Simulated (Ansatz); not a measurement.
System: Al, space group Fd-3m (No. 227) (one of a set of cubic test structures, which need not be the stable phase).

Input of one of the runs behind the figure:
```
crystal:
  lattice:
    - [0.0, 3.022324752675, 3.022324752675]
    - [3.022324752675, 0.0, 3.022324752675]
    - [3.022324752675, 3.022324752675, 0.0]
  atoms:
    - { symbol: Al, position: [0, 0, 0] }
    - { symbol: Al, position: [0.25, 0.25, 0.25] }
kpoints:
  mp_grid: { grid: [11, 11, 11] }
hamiltonian:
  xc: pbe
  pseudopotentials:
    kind: paw
    azcp:
      Al: "pseudopotentials/pbe/paw/ansatz_paw_generated_hard_1/Al.paw.azcp"
scf:
  occupations: { method: fermi_dirac, width: 0.061225619053 }
  convergence: { dr2_threshold: "1e-9 eV" }
  max_iter: 300
output:
  forces: true
  stress: true
```

Command:
```bash
ansatz run input.yaml --threads 1
```

How it was computed, with Ansatz 0.2.0 development build: equation of state of a cubic crystal from periodic Kohn-Sham density functional theory without spin, third-order Birch-Murnaghan fit to the free energies; pressure corrected for the finite basis. Level: PBE.

| setting | value |
| --- | --- |
| structure type | diamond |
| atoms in cell | 2 |
| space group number | 227 |
| lattice centring | face-centred primitive |
| k mesh | 11×11×11 |
| occupation method | Fermi–Dirac |
| occupation width | 0.06123 eV |
| wave cutoff | 700 eV |
| datasets | hard PAW |
| density tolerance | 1e−09 eV |
| bands | 15 |
| density cutoff ratio | 4 |
| search for lower states | default |

Predict the energy above the lowest point and pressure against volume. The volume takes the values 25.95, 26.50, 27.06, 27.61, 28.16, 28.71, 29.26 Å³/atom.

A third-order Birch–Murnaghan fit gives V0 = 27.63 Å³/atom, B0 = 37.8 GPa and B′ = 4.1. The energy above the lowest point is 13.4 meV/atom at volume 25.95 Å³/atom and 10.3 meV/atom at 29.26 Å³/atom; the lowest computed point is at volume 27.61 Å³/atom (0.0 meV/atom), in a single well. The pressure falls from 2.698 GPa at volume 25.95 Å³/atom to −1.929 GPa at 29.26 Å³/atom, and changes sign near 27.63 Å³/atom.

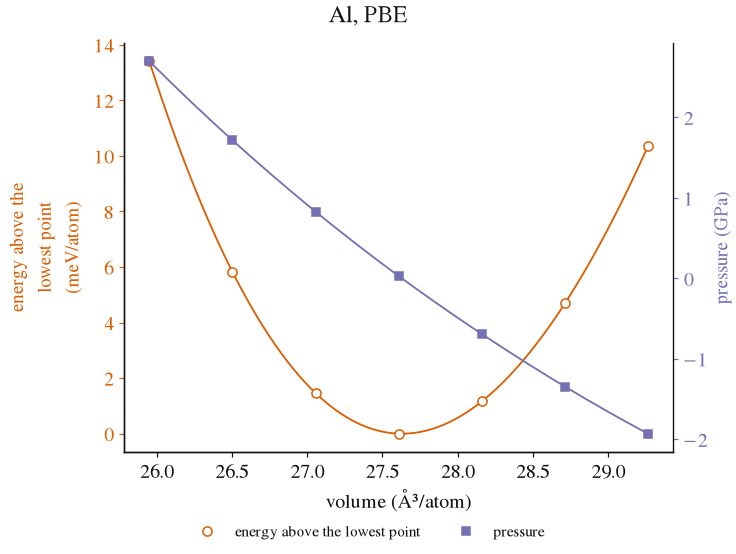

Caveats: cubic model structure, not the ambient form; modest k-mesh, values are not fully converged in k.
